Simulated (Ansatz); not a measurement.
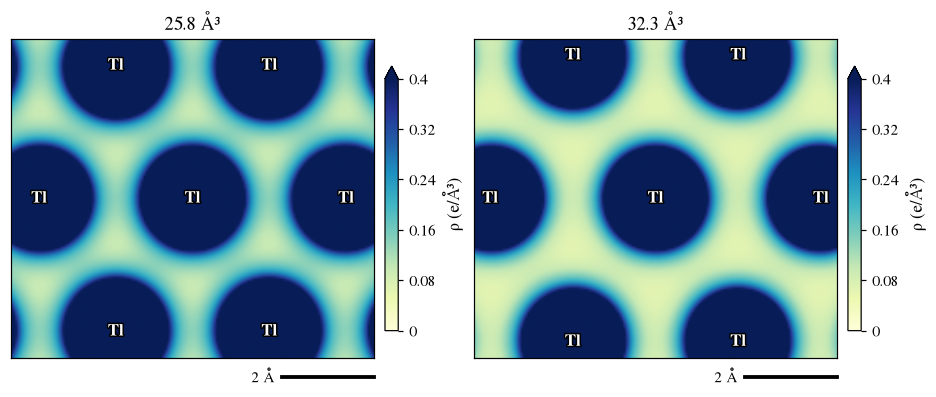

Tl. The valence charge density (pseudo) of cells scaled evenly to different volumes (given per atom above each panel), on the (001) plane of each (indices in the axes of the cell below), at one length scale and on one colour scale.

A structure from a database of computed crystals, not necessarily the ambient phase; computed without spin polarisation.

Computed with DFT PBE+D3(BJ), scalar-relativistic, plane waves, PAW (Ansatz 0.2.0).

The density is the valence pseudo-density of a PAW calculation; it isn't the true density close to the nuclei.

The largest cell:

```yaml
crystal:
  lattice:
    - [0.00000, 2.52730, 2.52730]
    - [2.52730, 0.00000, 2.52730]
    - [2.52730, 2.52730, 0.00000]
  atoms:
    - { symbol: Tl, position: [0.00000, 0.00000, 0.00000] }
```

| volume (Å³/atom) | Tl–Tl contact in the plane (Å) | ρ at its midpoint (e/Å³) | pressure (GPa) | 
| --- | --- | --- | --- |
| 25.83 | 3.318 | 0.142 | 6.0 | 
| 30.00 | 3.488 | ? | ? | 
| 32.29 | 3.574 | 0.094 | −2.4 | 

### What values belong in the row with question marks?

Over the known rows ln ρ falls by 1.61 per Å of Tl–Tl distance (the line through the two), which gives 0.108 e/Å³ at 3.488 Å; the calculation gives 0.107 e/Å³. For the pressure, a straight line in volume between the neighbouring rows gives 0.6 GPa; the calculation gives −0.7, lower because pressure rises ever faster on compression.
